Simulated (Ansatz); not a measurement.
Geometry relaxation, with input and output: As

The run: geometry relaxation of As (2 atoms in the cell). Method and program: DFT, PBE, all-electron LAPW, non-relativistic, no spin polarisation (Ansatz 0.2.0).

It belongs to a series of runs on one base structure; here: hcp relaxed, LAPW. Figures and captions count atoms from 1; the log counts them from 0 in places.

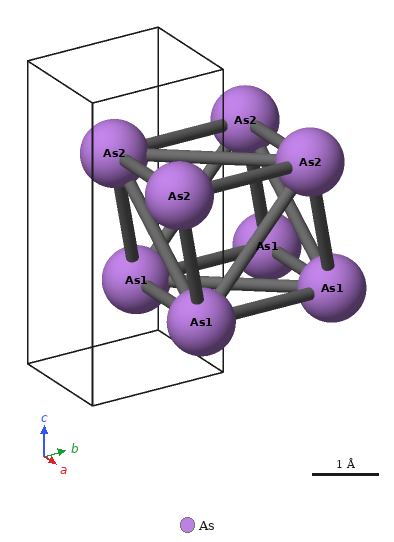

Fig. 1: The starting structure (ball-and-stick view of the cell of the calculation, repeated 2 × 2 × 1, seen slightly off an axis; atoms are numbered from 1 in the order of the input). Near neighbours in the crystal (not all of them lie inside the picture): As has 12 As at 2.96 to 3.05 Å.

**Results in brief**

```tsv
quantity	value
outcome	converged
space group (tolerance 0.01 Å)	P6₃/mmc (194)
electrons in bands (core shells apart)	46
free energy	−121668.7466 eV
Fermi energy	13.188 eV
pressure	0.01 GPa
final volume	38.57 Å³
largest force (length of the vector) at the end	under 0.001 eV/Å
final cell	a = 3.063 Å, b = 3.063 Å, c = 4.747 Å, α = 90.00°, β = 90.00°, γ = 120.00°
hardware	1 thread of Arm Neoverse V1, 24 GiB of memory available, shared host
wall time	88 s
peak memory	0.47 GiB
```

**The input**
```yaml
crystal:
  lattice:
    - [3.0532622704, 0.0, 0.0]
    - [-1.5266311352, 2.6442026906, 0.0]
    - [0.0, 0.0, 4.7628345834]
  atoms:
    - { symbol: As, position: [0.3333333333, 0.6666666667, 0.25] }
    - { symbol: As, position: [0.6666666667, 0.3333333333, 0.75] }
kpoints:
  mp_grid: { grid: [16, 16, 9] }
scf:
  occupations: { method: fermi_dirac, width: 0.05 }
hamiltonian:
  xc: pbe
  pseudopotentials:
    kind: all_electron
    lapw: { basis_error: 0.0005 }
    relativity: none
output:
  forces: true
  stress: true
  eigenvalues: true
  populations: true
relax:
  f_tol: 0.005
  max_steps: 25
  cell: {}
```

Launched with:
```bash
ansatz run input.yaml --threads 1 --pin off --max-ram 3072MiB --backend cpu --events-out ev --progress --plain --runs-dir out
```

**What the program printed**
```
The last accepted step is kept in [file] (removed where the run ends without a failure and the disk answers)
As: projections on atomic orbitals take those of the free atom 1s2 2s2 2p6 3s2 3p6 3d10 4s2 4p3, of charge +0.00 (hamiltonian.pseudopotentials.projection_atoms)
LAPW: plane waves up to 7.550 Å⁻¹, error target 5.0e-4 eV per atom; As in spheres of 1.437 Å, 23 of its electrons in bands, Dirac shells [] (how accurate: hamiltonian.pseudopotentials.lapw.basis_error, Limitations)
Engine: ansatz 0.2.0, aarch64-unknown-linux-gnu
Pseudopotentials: kind: all_electron
Pseudopotential: As, LAPW, valence charge 23, lapw/all_electron/none/As, Schrödinger's equation, point nucleus
Functional definition: PBE
  parameter kappa = 0.804
  parameter beta = 0.06672455060314922
  exchange = pbe_x(kappa = kappa, mu = beta*pi^2/3)
  correlation = pbe_c(beta = beta)
Crystal: 2 atoms, lattice volume = 38.452 Å³
Basis set: ecut = 217.1633752237924 eV, 287 PW (Γ), exchange–correlation at level 2
Bands: 28, of which v1, the nominal top of the filled ones, is band 23 counted from 1 (22 counted from 0)
Symmetry: 24 space group operations
Space group: P63/mmc (ITA 194), of the structure as read, at distance tolerance 3.4e-5 Å
k-points: 150 of 2304
Non-local potential: As, projectors of the file, none
Initial density: superposition of atomic densities (chi_scale 0.1, normalization cell)
Initial wavefunctions: plane waves of lowest kinetic energy (no species holds an atomic orbital)
Functional: x = pbe(κ = 0.804, μ = 0.2195149727645171), c = pbe(β = 0.06672455060314922)
iter 1 solved again at ethr=1.52e-5 eV; its pass at ethr=1.00e-1 eV (dr2=6.99e-3 eV) is discarded
SCF iter   1: F=—  HF=-121668.759236 eV  |F-HF|=—  |Δ(HF+E_count)|=         —  Δρ=5.86e-3  dr2=7.02e-3  ethr=1.52e-5  ⟨swp⟩=3.4  Hψ=28980  notcnv=0
preconditioner: auto → Kerker (q_TF=auto, 2.811 Å⁻¹)  [metal: Δε(μ)=0.016 eV  Ē_g=10.857 eV  σ=0.050 eV  W_gap=0.08  n_scr=22 (ndim 8)  ℏωp=18.9 eV  f_vac=0.000  D(μ)=0.93/eV (n_scr^D=2)]
SCF iter   2: F=—  HF=-121668.747235 eV  |F-HF|=—  |Δ(HF+E_count)|=   1.20e-2  Δρ=3.44e-3  dr2=2.84e-3  ethr=1.52e-5  ⟨swp⟩=2.0  Hψ=12488  notcnv=0
SCF iter   3: F=—  HF=-121668.746265 eV  |F-HF|=—  |Δ(HF+E_count)|=   9.70e-4  Δρ=1.57e-3  dr2=7.67e-4  ethr=6.18e-6  ⟨swp⟩=2.0  Hψ=12508  notcnv=0
SCF iter   4: F=—  HF=-121668.746133 eV  |F-HF|=—  |Δ(HF+E_count)|=   1.32e-4  Δρ=8.93e-4  dr2=2.86e-4  ethr=1.67e-6  ⟨swp⟩=2.0  Hψ=12488  notcnv=0
iter 5 solved again at ethr=1.43e-8 eV; its pass at ethr=6.22e-7 eV (dr2=6.57e-6 eV) is discarded
SCF iter   5: F=—  HF=-121668.746265 eV  |F-HF|=—  |Δ(HF+E_count)|=   1.32e-4  Δρ=1.36e-4  dr2=6.53e-6  ethr=1.43e-8  ⟨swp⟩=2.0  Hψ=21170  notcnv=0
SCF iter   6: F=—  HF=-121668.746266 eV  |F-HF|=—  |Δ(HF+E_count)|=   1.08e-6  Δρ=3.37e-5  dr2=2.95e-7  ethr=1.42e-8  ⟨swp⟩=2.0  Hψ=12485  notcnv=0
SCF iter   7: F=-121668.746266 eV  HF=-121668.746266 eV  |F-HF|=7.20e-9  |Δ(HF+E_count)|=   1.78e-7  Δρ=6.49e-6  dr2=1.47e-8  ethr=6.42e-10  ⟨swp⟩=3.0  Hψ=13016  notcnv=0
SCF 1 converged in 7 iterations: F = -121668.746266 eV  dr2 = 1.47e-8
relax step   1: F+E_penalty+E_count = -121668.74626648 eV  Δ(F+E_penalty+E_count) = +0.000e0 eV  max|allowed force component| = 9.252e-18 eV/Å  Δτ_max = 0.0000 Å  P = +0.259 GPa  Ω = 38.452 Å³  (7 SCF iters, accepted)
Crystal: 2 atoms, lattice volume = 38.681 Å³
Basis set: ecut = 216.30572317918183 eV, 287 PW (Γ), exchange–correlation at level 2
Initial density: handed on by an earlier stage of this run
Initial wavefunctions: those handed on with the density
iter 1 solved again at ethr=6.06e-9 eV; its pass at ethr=1.00e-1 eV (dr2=2.79e-6 eV) is discarded
SCF iter   1: F=—  HF=-121668.746513 eV  |F-HF|=—  |Δ(HF+E_count)|=         —  Δρ=1.70e-4  dr2=1.26e-5  ethr=6.06e-9  ⟨swp⟩=5.8  Hψ=27560  notcnv=0
eigensolver tolerance schedule calibrated: the retry pair's looser diagonalisation under-reported the residual by θ = 0.78 (0.11/decade); ethr = c·dr2/N_el runs at the constant in force after the calibration composes with the one it found (an armed cap, an earlier calibration), c = 8.6e-2
preconditioner: auto → Kerker (q_TF=auto, 2.808 Å⁻¹)  [metal: Δε(μ)=0.057 eV  Ē_g=10.834 eV  σ=0.050 eV  W_gap=0.28  n_scr=22 (ndim 8)  ℏωp=18.9 eV  f_vac=0.000  D(μ)=0.99/eV (n_scr^D=2)]
SCF iter   2: F=—  HF=-121668.746511 eV  |F-HF|=—  |Δ(HF+E_count)|=   2.21e-6  Δρ=1.17e-4  dr2=6.17e-6  ethr=6.06e-9  ⟨swp⟩=2.0  Hψ=12483  notcnv=0
SCF iter   3: F=—  HF=-121668.746510 eV  |F-HF|=—  |Δ(HF+E_count)|=   8.71e-7  Δρ=3.56e-5  dr2=6.03e-7  ethr=6.06e-9  ⟨swp⟩=2.1  Hψ=12500  notcnv=0
SCF iter   4: F=—  HF=-121668.746510 eV  |F-HF|=—  |Δ(HF+E_count)|=   1.01e-7  Δρ=1.47e-5  dr2=1.01e-7  ethr=1.13e-9  ⟨swp⟩=2.0  Hψ=12483  notcnv=0
iter 5 solved again at ethr=3.60e-12 eV; its pass at ethr=1.89e-10 eV (dr2=1.93e-9 eV) is discarded
SCF iter   5: F=-121668.746510 eV  HF=-121668.746510 eV  |F-HF|=1.18e-9  |Δ(HF+E_count)|=   1.20e-8  Δρ=2.62e-6  dr2=1.93e-9  ethr=3.60e-12  ⟨swp⟩=2.0  Hψ=21075  notcnv=0
SCF 2 converged in 5 iterations: F = -121668.746510 eV  dr2 = 1.93e-9
relax step   2: F+E_penalty+E_count = -121668.74651024 eV  Δ(F+E_penalty+E_count) = -2.438e-4 eV  max|allowed force component| = 6.361e-18 eV/Å  Δτ_max = 0.0000 Å  P = -0.216 GPa  Ω = 38.681 Å³  (5 SCF iters, accepted)
Crystal: 2 atoms, lattice volume = 38.599 Å³
Basis set: ecut = 216.61533323735443 eV, 287 PW (Γ), exchange–correlation at level 2
iter 1 solved again at ethr=1.66e-10 eV; its pass at ethr=1.00e-1 eV (dr2=7.63e-8 eV) is discarded
SCF iter   1: F=—  HF=-121668.746589 eV  |F-HF|=—  |Δ(HF+E_count)|=         —  Δρ=3.67e-5  dr2=6.03e-7  ethr=1.66e-10  ⟨swp⟩=6.2  Hψ=27549  notcnv=0
preconditioner: auto → Kerker (q_TF=auto, 2.809 Å⁻¹)  [metal: Δε(μ)=0.048 eV  Ē_g=10.847 eV  σ=0.050 eV  W_gap=0.24  n_scr=22 (ndim 8)  ℏωp=18.9 eV  f_vac=0.000  D(μ)=1.00/eV (n_scr^D=2)]
SCF iter   2: F=—  HF=-121668.746589 eV  |F-HF|=—  |Δ(HF+E_count)|=   5.39e-8  Δρ=2.51e-5  dr2=2.98e-7  ethr=1.66e-10  ⟨swp⟩=2.1  Hψ=12496  notcnv=0
SCF iter   3: F=-121668.746589 eV  HF=-121668.746589 eV  |F-HF|=2.74e-8  |Δ(HF+E_count)|=   4.60e-8  Δρ=8.98e-6  dr2=4.24e-8  ethr=1.66e-10  ⟨swp⟩=2.7  Hψ=12673  notcnv=0
SCF 3 converged in 3 iterations: F = -121668.746589 eV  dr2 = 4.24e-8
relax step   3: F+E_penalty+E_count = -121668.74658905 eV  Δ(F+E_penalty+E_count) = -7.880e-5 eV  max|allowed force component| = 4.626e-18 eV/Å  Δτ_max = 0.0000 Å  P = -0.045 GPa  Ω = 38.599 Å³  (3 SCF iters, accepted)
Crystal: 2 atoms, lattice volume = 38.575 Å³
Basis set: ecut = 216.70422867104867 eV, 287 PW (Γ), exchange–correlation at level 2
iter 1 solved again at ethr=1.87e-10 eV; its pass at ethr=1.00e-1 eV (dr2=8.62e-8 eV) is discarded
SCF iter   1: F=—  HF=-121668.746601 eV  |F-HF|=—  |Δ(HF+E_count)|=         —  Δρ=4.75e-5  dr2=1.08e-6  ethr=1.87e-10  ⟨swp⟩=6.1  Hψ=27817  notcnv=0
eigensolver tolerance schedule calibrated: the retry pair's looser diagonalisation under-reported the residual by θ = 0.92 (0.11/decade); ethr = c·dr2/N_el runs at the constant in force after the calibration composes with the one it found (an armed cap, an earlier calibration), c = 9.0e-2
preconditioner: auto → Kerker (q_TF=auto, 2.810 Å⁻¹)  [metal: Δε(μ)=0.040 eV  Ē_g=10.850 eV  σ=0.050 eV  W_gap=0.19  n_scr=22 (ndim 8)  ℏωp=18.9 eV  f_vac=0.000  D(μ)=1.01/eV (n_scr^D=2)]
SCF iter   2: F=—  HF=-121668.746601 eV  |F-HF|=—  |Δ(HF+E_count)|=   1.08e-7  Δρ=3.30e-5  dr2=5.37e-7  ethr=1.87e-10  ⟨swp⟩=2.8  Hψ=12675  notcnv=0
SCF iter   3: F=-121668.746601 eV  HF=-121668.746601 eV  |F-HF|=5.26e-8  |Δ(HF+E_count)|=   8.83e-8  Δρ=1.01e-5  dr2=5.36e-8  ethr=1.87e-10  ⟨swp⟩=3.0  Hψ=12949  notcnv=0
SCF 4 converged in 3 iterations: F = -121668.746601 eV  dr2 = 5.36e-8
relax step   4: F+E_penalty+E_count = -121668.74660097 eV  Δ(F+E_penalty+E_count) = -1.193e-5 eV  max|allowed force component| = 2.891e-19 eV/Å  Δτ_max = 0.0000 Å  P = +0.005 GPa  Ω = 38.575 Å³  (3 SCF iters, accepted)
iter 1 solved again at ethr=2.11e-10 eV; its pass at ethr=1.00e-1 eV (dr2=9.70e-8 eV) is discarded
SCF iter   1: F=—  HF=-121668.746601 eV  |F-HF|=—  |Δ(HF+E_count)|=         —  Δρ=9.78e-6  dr2=4.87e-8  ethr=2.11e-10  ⟨swp⟩=7.3  Hψ=29990  notcnv=0  reapply=65
SCF iter   2: F=-121668.746601 eV  HF=-121668.746601 eV  |F-HF|=3.81e-9  |Δ(HF+E_count)|=   5.74e-8  Δρ=7.02e-6  dr2=2.57e-8  ethr=1.06e-10  ⟨swp⟩=2.0  Hψ=12483  notcnv=0
SCF 5 converged in 2 iterations: F = -121668.746601 eV  dr2 = 2.57e-8
relax step   5: F+E_penalty+E_count = -121668.74660119 eV  Δ(F+E_penalty+E_count) = -2.139e-7 eV  max|allowed force component| = 2.313e-18 eV/Å  Δτ_max = 0.0000 Å  P = +0.005 GPa  Ω = 38.575 Å³  stress off target by 1.28e-2 GPa  SCF on the basis re-selected at this cell (its energy is not comparable with the rows above)  (2 SCF iters)
```

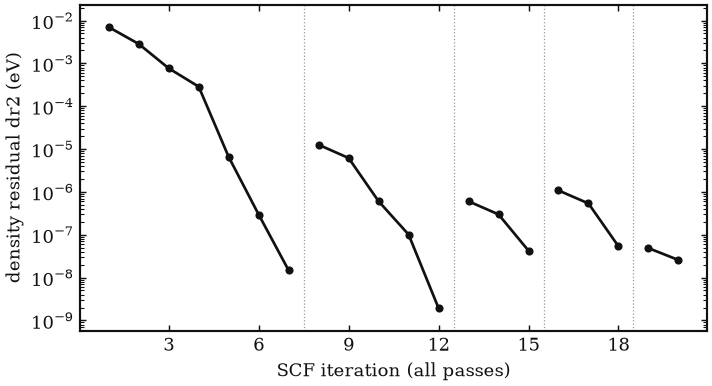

Fig. 2: Convergence of the self-consistent field: density residual dr2 against the SCF iteration. The dotted lines part the SCF passes of the relaxation: geometry steps, rejected trials and re-solves on a re-selected basis. The 5 passes take 2 to 7 iterations each, 20 in all.

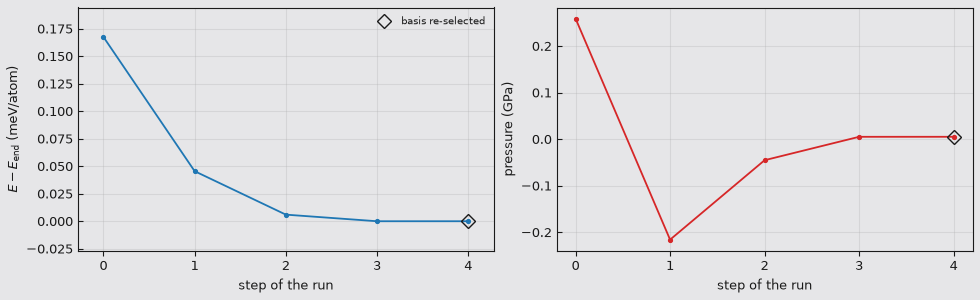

Fig. 3: Progress of the relaxation, step by step (the first geometry is step 0 here and step 1 in the log). The atoms keep their places relative to the cell (all moves are under 0.005 Å). Cell: a = b 3.053 → 3.063 Å (+0.3 %), c 4.763 → 4.747 Å (−0.3 %). Volume +0.3 %. Distances before and after: As1–As1 3.053 → 3.063 Å. The space group stays P6_3/mmc (No. 194). Over 3 geometry steps the energy falls by 0.2 meV per atom. All forces vanish by symmetry, so only the cell relaxes. Pressure: 0.26 GPa at the start and 0.01 GPa at the end. A last SCF at the same geometry on a re-selected plane-wave basis shifts the energy by next to nothing (0.0 meV per atom). (Atoms are counted from 1 in the order of the input.)

```
basis re-selected at this cell: Δ(F+E_penalty+E_count) = -2.139e-7 eV, ΔP = +0.000 GPa vs the last step (what re-selecting the basis moved, after the strain that the cell walked since its last selection, with what the two solves' SCF thresholds leave and, on support functions, any second-order correction that the steps lacked; it is no measure of the basis error at this ecutwfc). This SCF's stress stands 1.28e-2 GPa from its target on what of the cell is left free (relax.cell.stress_tol is 5.00e-2 GPa) and its largest allowed force component is 2.31e-18 eV/Å (relax.f_tol is 5.00e-3 eV/Å): within both
SCF converged after 2 iterations
Free energy (F): -121668.746601 eV
Harris-Foulkes:  -121668.746601 eV  (|F-HF|=3.81e-9)
Internal energy: -121668.738129 eV  (E = F + TS)
E sigma→0 (E₀):  -121668.742365 eV
Entropy (-TS):   -0.008472 eV (-4.236 meV/atom)
Fermi energy:    13.188269 eV
--- Per-component energies (eV) ---
  E_band       = -2453.331202
  E_kinetic    = 121590.547121
  E_xc         = -4505.396102
  E_electrostatic = -238753.889148  (all electrons and nuclei)
  E_smearing   = -0.008472  (= −TS)
  E_closure    = 0.000000  (closes the sum)
  E_atoms      = -121660.451313  (free atoms, spherical and without spin; not in F)
  Σ components = -121668.746601   (vs F -121668.746601, Δ=0.00e0)
  Basis errors (estimates in eV, not in F): energy 1.2e-4 per atom: plane waves 1.2e-4 (6.4e-5 summed), levels above the bands 2.0e-76, relativity 0.0e0, radial functions 1.7e-6, core shells 2.5e-12; eigenvalues (radial functions only) 7.3e-6; not estimated: angular momenta, meshes, grids; target (lapw.basis_error) 5.0e-4; muffin-tin radii As 1.439 Å
--- Forces (eV/Å), atoms counted from 1 ---
  atom   1  As    -0.00000000    -0.00000000     0.00000000
  atom   2  As    -0.00000000     0.00000000     0.00000000
  max |Σ_I F_I| component: 3.47e-18 eV/Å
--- Stress (GPa, compression-positive) ---
        0.012829      -0.000000       0.000000
        0.000000       0.012829       0.000000
        0.000000       0.000000      -0.010190
  P = ⅓ Tr σ = 0.0052 GPa (0.052 kbar)
--- Band table (eV; the first three rows and the last of 150) ---
  k-point 0: bands = ["-166.3521", "-166.3520", "-114.7005", "-114.6998", "-114.6910", "-114.6910", "-114.6908", "-114.6908", "-24.1689", "-24.1679", "-24.1646", "-24.1646", "-24.1578", "-24.1578", "-24.1558", "-24.1558", "-24.1381", "-24.1381", "-1.6074", "3.4733", "6.5794", "16.4579", "16.4579", "18.3522", "18.3522", "19.6076", "21.8574", "24.5996"]
  k-point 1: bands = ["-166.3521", "-166.3520", "-114.7004", "-114.6998", "-114.6910", "-114.6910", "-114.6908", "-114.6908", "-24.1688", "-24.1679", "-24.1652", "-24.1652", "-24.1564", "-24.1564", "-24.1564", "-24.1564", "-24.1383", "-24.1383", "-1.5290", "2.9906", "7.2088", "16.5129", "16.5129", "18.3033", "18.3033", "19.0418", "21.9314", "24.6321"]
  k-point 2: bands = ["-166.3521", "-166.3520", "-114.7004", "-114.6999", "-114.6909", "-114.6909", "-114.6908", "-114.6908", "-24.1687", "-24.1679", "-24.1659", "-24.1659", "-24.1582", "-24.1582", "-24.1532", "-24.1532", "-24.1391", "-24.1391", "-1.2943", "2.0752", "8.5617", "16.6736", "16.6736", "17.6340", "18.1540", "18.1540", "22.1527", "24.4282"]
  k-point 149: bands = ["-166.3520", "-166.3520", "-114.7001", "-114.7001", "-114.6911", "-114.6911", "-114.6911", "-114.6911", "-24.1734", "-24.1732", "-24.1625", "-24.1547", "-24.1466", "-24.1458", "-24.1427", "-24.1421", "-24.1388", "-24.1374", "4.1455", "4.3148", "8.0575", "8.2030", "9.3355", "9.9730", "16.6666", "16.9611", "22.7202", "22.9165"]
--- Relaxed structure (4 steps of the walk, 4 accepted, 1 SCFs on fresh bases) ---
  F+E_penalty+E_count = -121668.74660119 eV   max|allowed force component| = 2.313e-18 eV/Å   (the final SCF, on the basis selected at the relaxed cell)
  cell:  # Å, volume = 38.5748 Å³
    - [3.0632956368899134, 0.0, 0.0]
    - [-1.5316478184449567, 2.6528918408486963, 0.0]
    - [0.0, 0.0, 4.746731772656956]
  atoms:
    - { symbol: As, position: [0.33333333333333337, 0.6666666666666667, 0.25] }
    - { symbol: As, position: [0.6666666666666667, 0.33333333333333337, 0.75] }
--- Löwdin populations: 2 sites ---
  site symbol       q [e]
     0     As     32.9424
     1     As     32.9424
  spilling = 0.001745 (of n_electrons = 66.000000)
```

**File populations.tsv**
```
# site	symbol	l	j	q
# orbitals = lowdin
# n_electrons = 66.000000
# spilling = 0.001745
# projection_atom_As: 1s2 2s2 2p6 3s2 3p6 3d10 4s2 4p3
0	As	0_1S	-	1.999999
0	As	0_2S	-	1.999939
0	As	0_3S	-	1.998623
0	As	0_4S	-	1.896449
0	As	1_2P	-	5.999998
0	As	1_3P	-	5.999278
0	As	1_4P	-	3.048543
0	As	2_3D	-	9.999597
1	As	0_1S	-	1.999999
1	As	0_2S	-	1.999939
1	As	0_3S	-	1.998623
1	As	0_4S	-	1.896449
1	As	1_2P	-	5.999998
1	As	1_3P	-	5.999278
1	As	1_4P	-	3.048543
1	As	2_3D	-	9.999597
```

**Trajectory as extended XYZ (Å, eV, eV/Å), 5 frames, from step=1 to step=5**
```
2
Lattice="3.0533 0.0000 0.0000 -1.5266 2.6442 0.0000 0.0000 0.0000 4.7628" Properties=species:S:1:pos:R:3:forces:R:3 step=1 energy=-121668.74627 pressure_GPa=0.26
As    0.0000    1.7628    1.1907    0.0000   0.0000   0.0000
As    1.5266    0.8814    3.5721    0.0000   0.0000   0.0000
2
Lattice="3.0643 0.0000 0.0000 -1.5322 2.6538 0.0000 0.0000 0.0000 4.7567" Properties=species:S:1:pos:R:3:forces:R:3 step=2 energy=-121668.74651 pressure_GPa=-0.22
As    0.0000    1.7692    1.1892    0.0000   0.0000   0.0000
As    1.5322    0.8846    3.5675    0.0000   0.0000   0.0000
2
Lattice="3.0628 0.0000 0.0000 -1.5314 2.6525 0.0000 0.0000 0.0000 4.7511" Properties=species:S:1:pos:R:3:forces:R:3 step=3 energy=-121668.74659 pressure_GPa=-0.05
As    0.0000    1.7683    1.1878    0.0000   0.0000   0.0000
As    1.5314    0.8842    3.5633    0.0000   0.0000   0.0000
2
Lattice="3.0633 0.0000 0.0000 -1.5316 2.6529 0.0000 0.0000 0.0000 4.7467" Properties=species:S:1:pos:R:3:forces:R:3 step=4 energy=-121668.74660 pressure_GPa=0.01
As    0.0000    1.7686    1.1867    0.0000   0.0000   0.0000
As    1.5316    0.8843    3.5600    0.0000   0.0000   0.0000
2
Lattice="3.0633 0.0000 0.0000 -1.5316 2.6529 0.0000 0.0000 0.0000 4.7467" Properties=species:S:1:pos:R:3:forces:R:3 step=5 energy=-121668.74660 pressure_GPa=0.01
As    0.0000    1.7686    1.1867    0.0000   0.0000   0.0000
As    1.5316    0.8843    3.5600    0.0000   0.0000   0.0000
```
